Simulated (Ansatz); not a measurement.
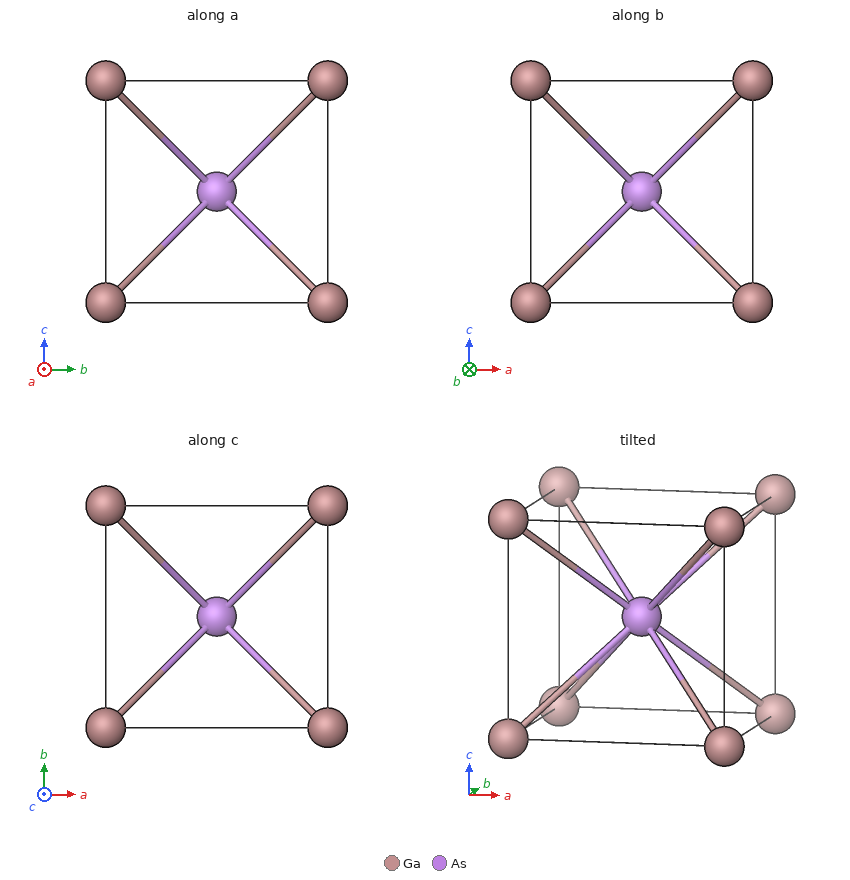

The crystal in a ball-and-stick representation, seen along the a axis, along the b axis, along the c axis and slightly off an axis. The conventional unit cell is drawn as a box.

Lattice parameters: a = 3.281 Å, b = 3.281 Å, c = 3.281 Å, α = 90.00°, β = 90.00°, γ = 90.00°.

**Record the structure as a table of Wyckoff sites.**

Space group Pm-3m (No. 221).
```json
{"atom": "Ga", "site": "1a", "x": "0.0000", "y": "0.0000", "z": "0.0000"}
{"atom": "As", "site": "1b", "x": "0.5000", "y": "0.5000", "z": "0.5000"}
```

Starting structure: a structure type filled with these elements by a generator (whether the compound takes this form wasn't checked). Earlier steps of the study may have refined or changed the cell and positions. It was run through Ansatz as a DFT input.
